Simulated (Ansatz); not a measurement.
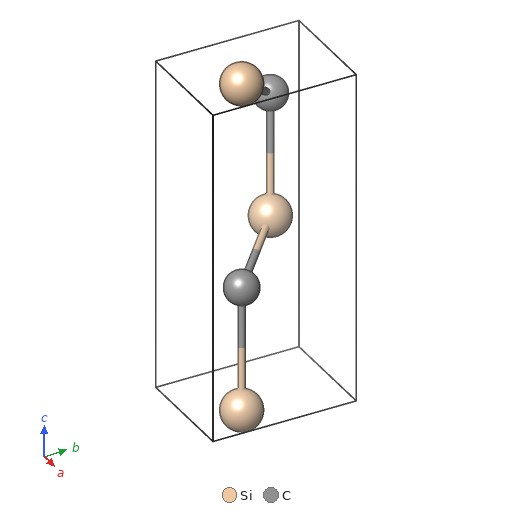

System: SiC, space group P6_3mc (No. 186). The picture shows the cell.

The given structure:
```yaml
crystal:
  lattice:
    - [3.07530, 0.00000, 0.00000]
    - [-1.53765, 2.66329, 0.00000]
    - [0.00000, 0.00000, 5.04834]
  atoms:
    - { symbol: Si, position: [0.33333, 0.66667, 0.49960] }
    - { symbol: Si, position: [0.66667, 0.33333, 0.99960] }
    - { symbol: C, position: [0.33333, 0.66667, 0.87540] }
    - { symbol: C, position: [0.66667, 0.33333, 0.37540] }
```

Method: energy, stress and cell of a relaxed crystal along a series of strains, atoms and what the cell freedom names relaxed within the symmetry; stress is positive in compression; plane waves with PAW datasets, Γ-centred k mesh; energies extrapolated to zero smearing (Ansatz 0.2.0). Level: r2SCAN, no spin polarisation.

wave cutoff 500 eV; k mesh 12×12×6; occupations Gaussian; smearing width 0.02 eV; strain kind stretch along c with a and b held; cell freedom cell held, only c stretched.

What does the calculation give for the energy change, stress zz and band gap against strain? The strain takes the values −6, −4, −2, 0, 2, 4, 6 %.

The energy rises on both sides of the starting structure, which is therefore a minimum along this path. The energy change is 71.55 meV/atom at strain −6 % and 60.35 meV/atom at 6 %; the lowest computed point is at strain 0 % (0.00 meV/atom), in a single well. The stress zz falls from 37.98 GPa at strain −6 % to −29.34 GPa at 6 %, and changes sign near 0 %. The band gap stays open and runs from 2.430 eV at strain −6 % to 2.427 eV at 6 %, with its largest value, 2.695 eV, at −2 %.

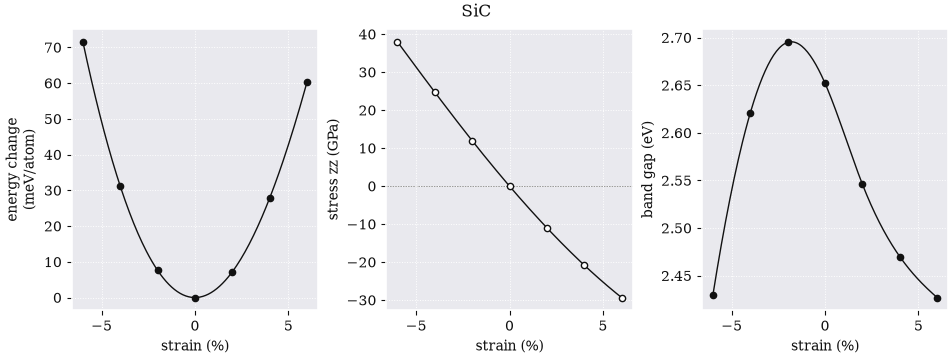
